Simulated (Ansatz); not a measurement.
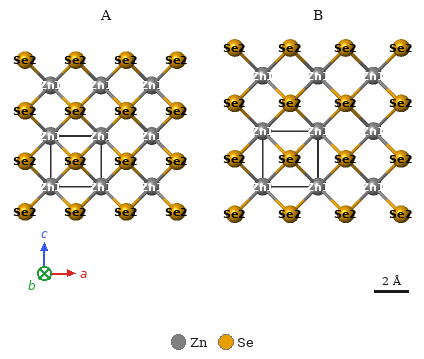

Two geometries of solid ZnSe (built on the CsCl type), drawn at one scale. One is the start of a relaxation, the other its converged end. The picture is a ball-and-stick view of the cell of the calculation, repeated 2 × 1 × 2 with one cell outlined, seen along the b axis.

Level of theory: DFT, PBE, plane waves, PAW in Ansatz 0.2.0. (plane-wave cutoff 420 eV; k-point mesh 8 × 8 × 8; occupations fermi dirac; smearing width 0.02 eV; no spin polarisation; cell and atoms relaxed; force threshold 0.005 eV/Å)

Question: Which geometry has the lower energy?

Answer: Structure B is the relaxed one. Over 5 accepted moves (7 points after the start) the energy falls by 375 meV per atom. All forces vanish by symmetry, so only the cell relaxes. Pressure: 34.22 GPa at the start and 0.02 GPa at the end. The SCF was repeated twice at an unchanged geometry on a basis and grid sized afresh for the cell, which shifted the energy by 3.0 meV per atom at most. The atoms keep their places relative to the cell (all moves are under 0.005 Å). Cell: a = b = c 3.052 → 3.346 Å (+9.6 %). Volume +31.7 %. Near-neighbour distances that change, for instance: Zn1–Se2 2.643 → 2.897 Å. The space group stays Pm-3m (No. 221).
